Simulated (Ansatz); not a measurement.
## Ge3Si: geometry relaxation (part 1 of 2)

The run: geometry relaxation of Ge3Si (4 atoms in the cell). Method and program: DFT PBE, scalar-relativistic, plane waves, PAW, no spin polarisation (Ansatz 0.2.0).

The structure was made by a generator, so it may or may not be a known phase. Figures and captions count atoms from 1; the log counts them from 0 in places.

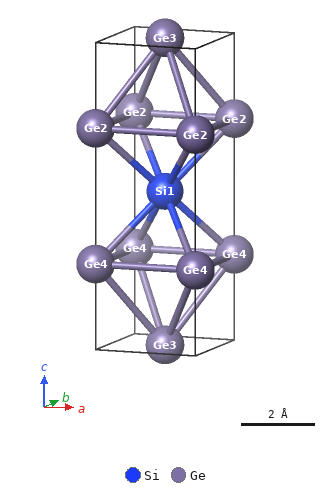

*The starting structure (ball-and-stick view of the cell of the calculation, seen slightly off an axis; atoms are numbered from 1 in the order of the input).*

## Summary

| quantity | value |
| --- | --- |
| outcome | converged |
| space group (tolerance 0.01 Å) | P4/mmm (123) |
| electrons treated | 46 |
| free energy | −13519.0835 eV |
| Fermi energy | 10.577 eV |
| gap on the k-point mesh | none (metallic) |
| pressure | −0.02 GPa |
| final volume | 73.74 Å³ |
| largest force (length of the vector) at the end | 0.001 eV/Å |
| final cell | a = 2.925 Å, b = 2.925 Å, c = 8.617 Å, α = 90.00°, β = 90.00°, γ = 90.00° |
| hardware | 1 thread of Intel Xeon @ 2.70GHz, 189 GiB of memory available, shared host |
| wall time | 2.6 min |
| peak memory | 0.6 GiB |

## The input
```yaml
crystal:
  lattice:
    - [2.9537293233, 0.0, 0.0]
    - [0.0, 2.9537293233, 0.0]
    - [0.0, 0.0, 8.5704173566]
  atoms:
    - { symbol: Si, position: [0.5, 0.5, 0.5] }
    - { symbol: Ge, position: [0.0, 0.0, 0.720996949] }
    - { symbol: Ge, position: [0.5, 0.5, 0.0] }
    - { symbol: Ge, position: [0.0, 0.0, 0.279003051] }
basis:
  ecutwfc: 420
kpoints:
  mp_grid: { grid: [16, 16, 6] }
hamiltonian:
  xc: pbe
scf:
  occupations: { method: gaussian, width: 0.1 }
output:
  forces: true
  stress: true
  eigenvalues: true
  write_density: true
  write_potential: true
  elf: true
  volumetric_format: npy
relax:
  adjacent_minimum: "off"
  f_tol: 0.01
  max_steps: 80
  cell: { stress_tol: 0.05 }
```

Run as:
```bash
ansatz run input.yaml --threads 1 --pin off --max-ram 2560MiB --backend cpu --events-out ev --progress --plain --runs-dir out
```

## Output
```
Engine: ansatz 0.2.0, x86_64-unknown-linux-gnu
Pseudopotentials: kind: paw
Pseudopotential: Si, paw, valence charge 4, recommended cutoff 420 eV (normal), Si.paw.azcp
Pseudopotential: Ge, paw, valence charge 14, recommended cutoff 420 eV (normal), Ge.paw.azcp
Functional definition: PBE
  parameter kappa = 0.804
  parameter beta = 0.06672455060314922
  exchange = pbe_x(kappa = kappa, mu = beta*pi^2/3)
  correlation = pbe_c(beta = beta)
Crystal: 4 atoms, lattice volume = 74.773 Å³
Basis set: ecut = 420 eV, 1417 PW (Γ), exchange–correlation on 40×40×120 points (8 copies of the dense FFT grid, shifted against one another)
Bands: 28, of which v1, the nominal top of the filled ones, is band 23 counted from 1 (22 counted from 0)
Symmetry: 16 space group operations
Space group: P4/mmm (ITA 123), of the structure as read, at distance tolerance 4.2e-5 Å
k-points: 180 of 1536
Non-local potential: Si, projectors of the file, l = 0: 2, l = 1: 2, l = 2: 2
Non-local potential: Ge, projectors of the file, l = 0: 2, l = 1: 2, l = 2: 3, l = 3: 1
PAW form: soft (Blöchl's): semilocal exchange-correlation on the pseudo side does not see the compensation charge
PAW one-centre angular grid: Si, 110 points (default); XC on 64 Gauss nodes
PAW one-centre angular grid: Ge, 590 points (default); XC on 64 Gauss nodes
Initial density: superposition of atomic densities (neutral atoms: chi_scale 0, normalization atom), corrected by the library's trained network
Initial wavefunctions: pseudopotential atomic-orbital guess
Functional: x = pbe(κ = 0.804, μ = 0.2195149727645171), c = pbe(β = 0.06672455060314922)
SCF iter   1: F=—  HF=-13519.055094 eV  |F-HF|=—  |Δ(HF+E_count)|=         —  Δρ=1.32e-3  dr2=1.00e-2  ethr=1.77e-3  ⟨swp⟩=5.8  Hψ=20893  notcnv=0
preconditioner: auto → Kerker (q_TF=auto, 2.516 Å⁻¹)  [metal: Δε(μ)=0.009 eV  Ē_g=20.695 eV  σ=0.100 eV  W_gap=0.05  n_scr=18 (ndim 8)  ℏωp=29.1 eV  f_vac=0.000  D(μ)=2.40/eV (n_scr^D=18)]
SCF iter   2: F=—  HF=-13519.053834 eV  |F-HF|=—  |Δ(HF+E_count)|=   1.26e-3  Δρ=7.35e-4  dr2=2.72e-3  ethr=2.18e-5  ⟨swp⟩=1.0  Hψ=6482  notcnv=0
SCF iter   3: F=—  HF=-13519.053715 eV  |F-HF|=—  |Δ(HF+E_count)|=   1.19e-4  Δρ=2.65e-4  dr2=1.79e-4  ethr=5.91e-6  ⟨swp⟩=1.7  Hψ=5226  notcnv=0
SCF iter   4: F=—  HF=-13519.053672 eV  |F-HF|=—  |Δ(HF+E_count)|=   4.31e-5  Δρ=1.01e-4  dr2=1.63e-5  ethr=3.89e-7  ⟨swp⟩=2.0  Hψ=8275  notcnv=0
SCF iter   5: F=—  HF=-13519.053777 eV  |F-HF|=—  |Δ(HF+E_count)|=   1.05e-4  Δρ=3.47e-5  dr2=3.64e-6  ethr=3.54e-8  ⟨swp⟩=2.1  Hψ=5769  notcnv=0
SCF iter   6: F=—  HF=-13519.053776 eV  |F-HF|=—  |Δ(HF+E_count)|=   3.26e-7  Δρ=8.37e-6  dr2=1.38e-7  ethr=7.91e-9  ⟨swp⟩=1.7  Hψ=5185  notcnv=0
SCF iter   7: F=-13519.053776 eV  HF=-13519.053776 eV  |F-HF|=2.67e-8  |Δ(HF+E_count)|=   7.02e-9  Δρ=3.92e-6  dr2=9.80e-9  ethr=2.17e-10  ⟨swp⟩=9.0  Hψ=30183  notcnv=0
SCF 1 converged in 7 iterations: F = -13519.053776 eV  dr2 = 9.80e-9
  greatest PAW one-centre occupation: 0.998 electrons in one spin orbital (limit 2), on the Ge atom at site 3 (counted from 0), in its partial waves of l = 2
relax step   1: F+E_penalty+E_count = -13519.05377621 eV  Δ(F+E_penalty+E_count) = +0.000e0 eV  max|allowed force component| = 2.396e-1 eV/Å  Δτ_max = 0.0000 Å  P = -0.337 GPa  Ω = 74.773 Å³  (7 SCF iters, dr2 threshold 1.00e-7 eV, accepted)
Crystal: 4 atoms, lattice volume = 73.554 Å³
Basis set: ecut = 420 eV, 1385 PW (Γ), exchange–correlation on 40×40×120 points (8 copies of the dense FFT grid, shifted against one another)
Initial density: handed on by an earlier stage of this run
Initial wavefunctions: those handed on with the density
iter 1 solved again at ethr=3.54e-5 eV; its pass at ethr=3.10e-3 eV (dr2=1.63e-2 eV) is discarded
SCF iter   1: F=—  HF=-13519.080376 eV  |F-HF|=—  |Δ(HF+E_count)|=         —  Δρ=2.47e-3  dr2=1.51e-2  ethr=3.54e-5  ⟨swp⟩=1.0  Hψ=25716  notcnv=0
preconditioner: auto → Kerker (q_TF=auto, 2.523 Å⁻¹)  [metal: Δε(μ)=0.003 eV  Ē_g=20.744 eV  σ=0.100 eV  W_gap=0.01  n_scr=18 (ndim 8)  ℏωp=29.4 eV  f_vac=0.000  D(μ)=1.94/eV (n_scr^D=8)]
SCF iter   2: F=—  HF=-13519.079358 eV  |F-HF|=—  |Δ(HF+E_count)|=   1.02e-3  Δρ=1.46e-3  dr2=5.69e-3  ethr=3.29e-5  ⟨swp⟩=1.0  Hψ=5048  notcnv=0
SCF iter   3: F=—  HF=-13519.078762 eV  |F-HF|=—  |Δ(HF+E_count)|=   5.96e-4  Δρ=2.31e-4  dr2=7.20e-5  ethr=1.24e-5  ⟨swp⟩=1.8  Hψ=5465  notcnv=0
SCF iter   4: F=—  HF=-13519.078860 eV  |F-HF|=—  |Δ(HF+E_count)|=   9.77e-5  Δρ=1.04e-4  dr2=9.51e-6  ethr=1.57e-7  ⟨swp⟩=2.0  Hψ=8798  notcnv=0
SCF iter   5: F=—  HF=-13519.078857 eV  |F-HF|=—  |Δ(HF+E_count)|=   3.21e-6  Δρ=3.07e-5  dr2=1.02e-6  ethr=2.07e-8  ⟨swp⟩=2.0  Hψ=8919  notcnv=0
SCF iter   6: F=-13519.078857 eV  HF=-13519.078857 eV  |F-HF|=1.27e-8  |Δ(HF+E_count)|=   2.00e-7  Δρ=5.92e-6  dr2=2.94e-8  ethr=8.70e-10  ⟨swp⟩=9.0  Hψ=33028  notcnv=0
SCF 2 converged in 6 iterations: F = -13519.078857 eV  dr2 = 2.94e-8
relax step   2: F+E_penalty+E_count = -13519.07885660 eV  Δ(F+E_penalty+E_count) = -2.508e-2 eV  max|allowed force component| = 7.784e-2 eV/Å  Δτ_max = 0.0747 Å  P = +0.327 GPa  Ω = 73.554 Å³  energy of the carried Pulay correction = +2.281e-4 eV  (6 SCF iters, dr2 threshold 4.00e-7 eV, accepted)
Crystal: 4 atoms, lattice volume = 74.167 Å³
Basis set: ecut = 420 eV, 1393 PW (Γ), exchange–correlation on 40×40×120 points (8 copies of the dense FFT grid, shifted against one another)
iter 1 solved again at ethr=1.79e-5 eV; its pass at ethr=3.10e-3 eV (dr2=8.21e-3 eV) is discarded
SCF iter   1: F=—  HF=-13519.082023 eV  |F-HF|=—  |Δ(HF+E_count)|=         —  Δρ=1.41e-3  dr2=8.05e-3  ethr=1.79e-5  ⟨swp⟩=2.2  Hψ=25097  notcnv=0
preconditioner: auto → Kerker (q_TF=auto, 2.520 Å⁻¹)  [metal: Δε(μ)=0.030 eV  Ē_g=20.724 eV  σ=0.100 eV  W_gap=0.17  n_scr=18 (ndim 8)  ℏωp=29.2 eV  f_vac=0.000  D(μ)=1.80/eV (n_scr^D=4)]
SCF iter   2: F=—  HF=-13519.081504 eV  |F-HF|=—  |Δ(HF+E_count)|=   5.19e-4  Δρ=8.31e-4  dr2=2.89e-3  ethr=1.75e-5  ⟨swp⟩=1.1  Hψ=5050  notcnv=0
SCF iter   3: F=—  HF=-13519.081219 eV  |F-HF|=—  |Δ(HF+E_count)|=   2.85e-4  Δρ=1.74e-4  dr2=6.10e-5  ethr=6.29e-6  ⟨swp⟩=1.7  Hψ=5388  notcnv=0
SCF iter   4: F=—  HF=-13519.081342 eV  |F-HF|=—  |Δ(HF+E_count)|=   1.24e-4  Δρ=7.56e-5  dr2=6.31e-6  ethr=1.33e-7  ⟨swp⟩=2.0  Hψ=8655  notcnv=0
SCF iter   5: F=—  HF=-13519.081340 eV  |F-HF|=—  |Δ(HF+E_count)|=   1.88e-6  Δρ=2.48e-5  dr2=6.19e-7  ethr=1.37e-8  ⟨swp⟩=2.0  Hψ=8922  notcnv=0
SCF iter   6: F=-13519.081340 eV  HF=-13519.081340 eV  |F-HF|=5.28e-8  |Δ(HF+E_count)|=   7.39e-8  Δρ=5.02e-6  dr2=6.00e-8  ethr=8.70e-10  ⟨swp⟩=8.8  Hψ=31451  notcnv=0
SCF 3 converged in 6 iterations: F = -13519.081340 eV  dr2 = 6.00e-8
relax step   3: F+E_penalty+E_count = -13519.08134022 eV  Δ(F+E_penalty+E_count) = -2.484e-3 eV  max|allowed force component| = 2.782e-2 eV/Å  Δτ_max = 0.0380 Å  P = -0.370 GPa  Ω = 74.167 Å³  energy of the carried Pulay correction = +1.128e-4 eV  (6 SCF iters, dr2 threshold 4.00e-7 eV, accepted)
Crystal: 4 atoms, lattice volume = 73.797 Å³
Basis set: ecut = 420 eV, 1401 PW (Γ), exchange–correlation on 40×40×120 points (8 copies of the dense FFT grid, shifted against one another)
iter 1 solved again at ethr=1.45e-7 eV; its pass at ethr=3.10e-3 eV (dr2=6.65e-5 eV) is discarded
SCF iter   1: F=—  HF=-13519.082864 eV  |F-HF|=—  |Δ(HF+E_count)|=         —  Δρ=2.41e-4  dr2=7.51e-5  ethr=1.45e-7  ⟨swp⟩=2.1  Hψ=24985  notcnv=0
preconditioner: auto → Kerker (q_TF=auto, 2.522 Å⁻¹)  [metal: Δε(μ)=0.005 eV  Ē_g=20.734 eV  σ=0.100 eV  W_gap=0.03  n_scr=18 (ndim 8)  ℏωp=29.3 eV  f_vac=0.000  D(μ)=1.77/eV (n_scr^D=4)]
SCF iter   2: F=—  HF=-13519.082995 eV  |F-HF|=—  |Δ(HF+E_count)|=   1.31e-4  Δρ=1.55e-4  dr2=2.78e-5  ethr=1.45e-7  ⟨swp⟩=1.1  Hψ=5072  notcnv=0
SCF iter   3: F=—  HF=-13519.082992 eV  |F-HF|=—  |Δ(HF+E_count)|=   2.50e-6  Δρ=2.92e-5  dr2=7.49e-7  ethr=6.04e-8  ⟨swp⟩=1.7  Hψ=5441  notcnv=0
SCF iter   4: F=-13519.082992 eV  HF=-13519.082992 eV  |F-HF|=4.93e-8  |Δ(HF+E_count)|=   3.60e-7  Δρ=1.00e-5  dr2=8.41e-8  ethr=8.70e-10  ⟨swp⟩=8.4  Hψ=32831  notcnv=0
SCF 4 converged in 4 iterations: F = -13519.082992 eV  dr2 = 8.41e-8
  Residual-converged pass: ⟨swp⟩=1.0  Hψ=5761  notcnv=0  max |occ|·‖R‖ = 7.0e-9 eV (tolerance 1.0e-8 eV)  dr2=8.41e-8  dr2_onsite=4.26e-8  max |Δocc| = 1.7e-10
relax step   4: F+E_penalty+E_count = -13519.08299180 eV  Δ(F+E_penalty+E_count) = -1.652e-3 eV  max|allowed force component| = 1.817e-2 eV/Å  Δτ_max = 0.0016 Å  P = -0.057 GPa  Ω = 73.797 Å³  energy of the carried Pulay correction = +1.822e-4 eV  (4 SCF iters, dr2 threshold 4.00e-7 eV, accepted)
Crystal: 4 atoms, lattice volume = 73.633 Å³
iter 1 solved again at ethr=5.76e-7 eV; its pass at ethr=3.10e-3 eV (dr2=2.65e-4 eV) is discarded
SCF iter   1: F=—  HF=-13519.083369 eV  |F-HF|=—  |Δ(HF+E_count)|=         —  Δρ=4.81e-4  dr2=1.74e-4  ethr=5.76e-7  ⟨swp⟩=1.9  Hψ=25372  notcnv=0
preconditioner: auto → Kerker (q_TF=auto, 2.523 Å⁻¹)  [metal: Δε(μ)=0.008 eV  Ē_g=20.750 eV  σ=0.100 eV  W_gap=0.04  n_scr=18 (ndim 8)  ℏωp=29.3 eV  f_vac=0.000  D(μ)=1.74/eV (n_scr^D=4)]
SCF iter   2: F=—  HF=-13519.083353 eV  |F-HF|=—  |Δ(HF+E_count)|=   1.61e-5  Δρ=3.14e-4  dr2=7.50e-5  ethr=3.78e-7  ⟨swp⟩=1.0  Hψ=5042  notcnv=0
SCF iter   3: F=—  HF=-13519.083481 eV  |F-HF|=—  |Δ(HF+E_count)|=   1.28e-4  Δρ=3.38e-5  dr2=6.62e-7  ethr=1.63e-7  ⟨swp⟩=1.8  Hψ=5582  notcnv=0
SCF iter   4: F=—  HF=-13519.083481 eV  |F-HF|=—  |Δ(HF+E_count)|=   3.20e-7  Δρ=1.44e-5  dr2=1.33e-7  ethr=2.64e-10  ⟨swp⟩=8.9  Hψ=35627  notcnv=0
SCF iter   5: F=-13519.083481 eV  HF=-13519.083481 eV  |F-HF|=3.72e-9  |Δ(HF+E_count)|=   1.80e-9  Δρ=4.81e-6  dr2=1.93e-8  ethr=2.64e-10  ⟨swp⟩=7.1  Hψ=27824  notcnv=0
SCF 5 converged in 5 iterations: F = -13519.083481 eV  dr2 = 1.93e-8
relax step   5: F+E_penalty+E_count = -13519.08348108 eV  Δ(F+E_penalty+E_count) = -4.893e-4 eV  max|allowed force component| = 2.199e-3 eV/Å  Δτ_max = 0.0050 Å  P = +0.078 GPa  Ω = 73.633 Å³  energy of the carried Pulay correction = +2.132e-4 eV  (5 SCF iters, dr2 threshold 1.21e-7 eV, accepted)
Crystal: 4 atoms, lattice volume = 73.740 Å³
iter 1 solved again at ethr=4.62e-8 eV; its pass at ethr=3.10e-3 eV (dr2=2.12e-5 eV) is discarded
SCF iter   1: F=—  HF=-13519.083561 eV  |F-HF|=—  |Δ(HF+E_count)|=         —  Δρ=1.98e-4  dr2=2.81e-5  ethr=4.62e-8  ⟨swp⟩=2.2  Hψ=24958  notcnv=0
preconditioner: auto → Kerker (q_TF=auto, 2.522 Å⁻¹)  [metal: Δε(μ)=0.013 eV  Ē_g=20.745 eV  σ=0.100 eV  W_gap=0.07  n_scr=18 (ndim 8)  ℏωp=29.3 eV  f_vac=0.000  D(μ)=1.73/eV (n_scr^D=4)]
SCF iter   2: F=—  HF=-13519.083696 eV  |F-HF|=—  |Δ(HF+E_count)|=   1.35e-4  Δρ=1.29e-4  dr2=1.20e-5  ethr=4.62e-8  ⟨swp⟩=1.0  Hψ=5041  notcnv=0
SCF iter   3: F=-13519.083695 eV  HF=-13519.083695 eV  |F-HF|=3.33e-8  |Δ(HF+E_count)|=   1.83e-6  Δρ=1.17e-5  dr2=6.68e-8  ethr=1.50e-10  ⟨swp⟩=7.4  Hψ=31512  notcnv=0
SCF 6 converged in 3 iterations: F = -13519.083695 eV  dr2 = 6.68e-8
relax step   6: F+E_penalty+E_count = -13519.08369458 eV  Δ(F+E_penalty+E_count) = -2.135e-4 eV  max|allowed force component| = 9.799e-4 eV/Å  Δτ_max = 0.0003 Å  P = -0.017 GPa  Ω = 73.740 Å³  energy of the carried Pulay correction = +1.930e-4 eV  (3 SCF iters, dr2 threshold 6.88e-8 eV, accepted)
Initial wavefunctions: pseudopotential atomic-orbital guess (no wavefunctions were taken with the density)
iter 1 solved again at ethr=7.34e-8 eV; its pass at ethr=3.10e-3 eV (dr2=3.38e-5 eV) is discarded
SCF iter   1: F=—  HF=-13519.082849 eV  |F-HF|=—  |Δ(HF+E_count)|=         —  Δρ=3.47e-4  dr2=1.89e-6  ethr=7.34e-8  ⟨swp⟩=2.5  Hψ=31891  notcnv=0
preconditioner: auto → Kerker (q_TF=auto, 2.522 Å⁻¹)  [metal: Δε(μ)=0.014 eV  Ē_g=20.744 eV  σ=0.100 eV  W_gap=0.08  n_scr=18 (ndim 8)  ℏωp=29.3 eV  f_vac=0.000  D(μ)=1.73/eV (n_scr^D=4)]
SCF iter   2: F=—  HF=-13519.083385 eV  |F-HF|=—  |Δ(HF+E_count)|=   5.36e-4  Δρ=1.76e-4  dr2=5.13e-7  ethr=4.11e-9  ⟨swp⟩=2.1  Hψ=9205  notcnv=0
SCF iter   3: F=—  HF=-13519.083494 eV  |F-HF|=—  |Δ(HF+E_count)|=   1.09e-4  Δρ=1.90e-5  dr2=1.11e-8  ethr=1.12e-9  ⟨swp⟩=1.0  Hψ=5040  notcnv=0
SCF iter   4: F=—  HF=-13519.083495 eV  |F-HF|=—  |Δ(HF+E_count)|=   1.22e-6  Δρ=1.86e-6  dr2=1.38e-9  ethr=2.41e-11  ⟨swp⟩=2.0  Hψ=9122  notcnv=0
SCF iter   5: F=—  HF=-13519.083495 eV  |F-HF|=—  |Δ(HF+E_count)|=   4.59e-9  Δρ=3.60e-7  dr2=8.56e-11  ethr=3.00e-12  ⟨swp⟩=2.4  Hψ=9161  notcnv=0
SCF iter   6: F=-13519.083495 eV  HF=-13519.083495 eV  |F-HF|=5.46e-12  |Δ(HF+E_count)|=  2.18e-11  Δρ=1.21e-7  dr2=7.32e-12  ethr=1.00e-12  ⟨swp⟩=5.0  Hψ=19687  notcnv=0
SCF 7 converged in 6 iterations: F = -13519.083495 eV  dr2 = 7.32e-12
relax step   7: F+E_penalty+E_count = -13519.08349482 eV  Δ(F+E_penalty+E_count) = +1.998e-4 eV  max|allowed force component| = 9.823e-4 eV/Å  Δτ_max = 0.0000 Å  P = -0.016 GPa  Ω = 73.740 Å³  stress off target by 2.11e-2 GPa  SCF on the basis re-selected at this cell (its energy is not comparable with the rows above)  (6 SCF iters)
```
